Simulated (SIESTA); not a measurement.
# Energy of Bi along an even scaling of the cell

System: Bi (P2₁/m, 4 atoms in the cell).
Method: Kohn-Sham DFT of a periodic cell, LDA, PseudoDojo 0.4 standard, converted to PSML, no spin polarisation (SIESTA 5.4.2).

The 7 runs differ only in the geometry, by an even scaling of the cell at fixed fractional positions. The structure derives from a Materials Project entry.

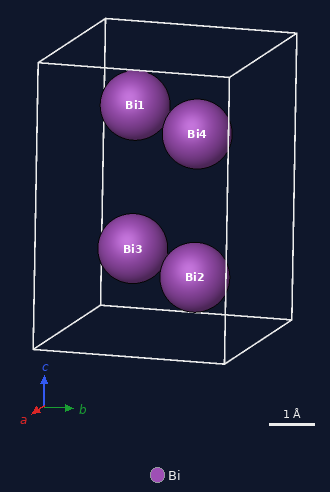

Figure 1. The structure of run 4 (spheres-only view of the cell of the calculation, seen slightly off an axis; atoms are numbered from 1 in the order of the input). An atom can appear more than once, as a periodic image.

## Input of run 4
```
SystemName                      Bi
SystemLabel                     Bi
NumberOfSpecies                 1
NumberOfAtoms                   4
%block ChemicalSpeciesLabel
  1  83 Bi
%endblock ChemicalSpeciesLabel

LatticeConstant                 1.0 Ang
%block LatticeVectors
     4.6584121839     0.0000000000     0.0000000000
     0.0000000000     4.5263885800     0.0000000000
    -0.3459734563     0.0000000000     6.5119480672
%endblock LatticeVectors
AtomicCoordinatesFormat         Fractional
%block AtomicCoordinatesAndAtomicSpecies
     0.2513749200     0.2500000000     0.7487333800  1  Bi
     0.7486250800     0.7500000000     0.2512666200  1  Bi
     0.2498876900     0.2500000000     0.2488803300  1  Bi
     0.7501123100     0.7500000000     0.7511196700  1  Bi
%endblock AtomicCoordinatesAndAtomicSpecies

%block kgrid.MonkhorstPack
    6   0   0  0.0
    0   6   0  0.0
    0   0   4  0.0
%endblock kgrid.MonkhorstPack
XC.Functional                   LDA
XC.Authors                      PW92
PAO.BasisSize                   DZP
PAO.EnergyShift                 0.003 Ry
Mesh.Cutoff                     500 Ry
OccupationFunction              FD
ElectronicTemperature           0.05 eV
MaxSCFIterations                120
SCF.MustConverge                false
SCF.Mixer.Method                Pulay
SCF.Mixer.Weight                0.25
SCF.Mixer.History               8
SCF.DM.Tolerance                5.0e-05
SCF.H.Tolerance                 1.0e-03 eV
WriteForces                     true
Charge.Mulliken                 end
BandLinesScale                  ReciprocalLatticeVectors
%block BandLines
    1    0.000000   0.000000   0.000000  \Gamma
    7    0.000000   0.000000   0.500000  Y
   10   -0.482408   0.000000   0.535828  H
    2   -0.500000   0.000000   0.500000  C
   11   -0.500000   0.500000   0.500000  E
    2   -0.517592   0.500000   0.464172  M1
    7   -0.500000   0.500000   0.000000  A
   11   -0.500000   0.000000   0.000000  X
    7   -0.517592   0.000000   0.464172  H1
    1   -0.482408   0.500000   0.535828  M
   10    0.000000   0.500000   0.500000  D
    7    0.000000   0.500000   0.000000  Z
    1    0.000000   0.000000   0.500000  Y
   11    0.000000   0.500000   0.500000  D
%endblock BandLines
%block PAO.Basis
  Bi 4
  n=6 0 2
    5.772 0.000
  n=6 1 2
    8.049 0.000
  n=5 2 2
    3.889 0.000
  n=6 2 1
    8.049
%endblock PAO.Basis
```

Command:
```bash
siesta < Bi.fdf > Bi.out 2>&1
```

Lattice vectors (Å) and fractional positions of run 4:
```
   4.658412    0.000000    0.000000
   0.000000    4.526389    0.000000
  -0.345973    0.000000    6.511948
Bi  0.251375  0.250000  0.748733
Bi  0.748625  0.750000  0.251267
Bi  0.249888  0.250000  0.248880
Bi  0.750112  0.750000  0.751120
```

Run 6 has the same physical settings and fractional positions; its lattice vectors (Å) are:
```
   4.719714    0.000000    0.000000
   0.000000    4.585953    0.000000
  -0.350526    0.000000    6.597641
```

## Results, with one run withheld

| run | volume per atom (Å³) | free energy per atom, from the lowest run given (meV) | pressure (GPa) |
| --- | --- | --- | --- |
| 1 | 32.268 | 1.49 | 0.95 |
| 2 | 32.954 | 0.00 | −0.23 |
| 3 | 33.641 | 3.34 | −1.29 |
| 4 | 34.327 | 10.88 | −2.20 |
| 5 | 35.014 | 22.15 | −3.03 |
| 6 | 35.700 | ? | ? |
| 7 | 36.387 | 54.39 | −4.44 |

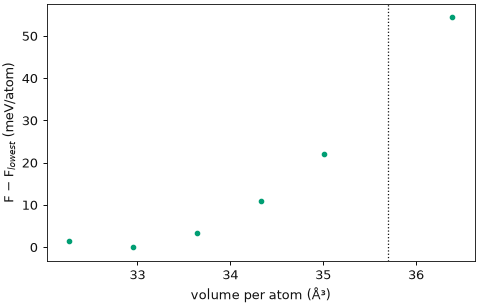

Figure 2. Free energy per atom of the runs given; the dotted line marks run 6.

What should run 6 give?

A cubic polynomial in V^(−2/3) (the Birch–Murnaghan form), fitted to the 6 runs given, misses them by at most 0.02 meV per atom. With x = V^(−2/3) − 0.09518 Å⁻², it reads F = 7.4022 − 6229.9 x + 1.2841e+06 x² + 4.8031e+06 x³ (meV per atom). At run 6 it gives 36.79 meV per atom, and the run itself gives 36.78. The slope of the fit gives a pressure −dF/dV of −3.77 GPa there, and the run prints −3.77 GPa. The fit has its minimum at 32.810 Å³ per atom, where V d²F/dV² gives 54.5 GPa. Cell shape and fractional positions are held, so this is the stiffness under even scaling; the relaxed bulk modulus wasn't computed.

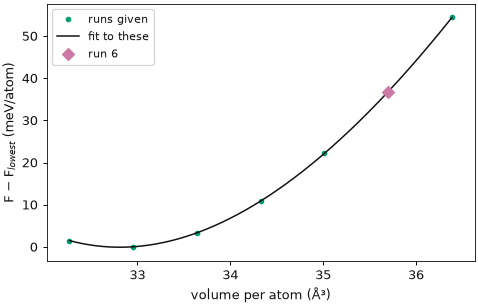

Figure 3. The fit and the withheld run.

## Some lines of the output (run 6)
```
[...]
outcell: Cell volume (Ang**3)        :    142.8019
stepf: Fermi-Dirac step function
siesta: Etot    =     -8914.904297
siesta: FreeEng =     -8914.928560
        iscf     Eharris(eV)        E_KS(eV)     FreeEng(eV)     dDmax    Ef(eV) dHmax(eV)
siesta: E_KS(eV) =            -8915.0336
siesta: E_KS - E_eggbox =     -8915.0336
siesta: Etot    =     -8915.033619
siesta: FreeEng =     -8915.058278
siesta:         Fermi =      -4.389076
siesta: Cell volume =        142.801910 Ang**3
    Orbital volume contribution        =           4.757235 eV
```

Notes: Points of doubt noted for this run: mulliken charges of long orbitals. Spin–orbit coupling is left out, which matters for Bi. With a small basis of atomic orbitals these values can differ much from converged plane-wave results.
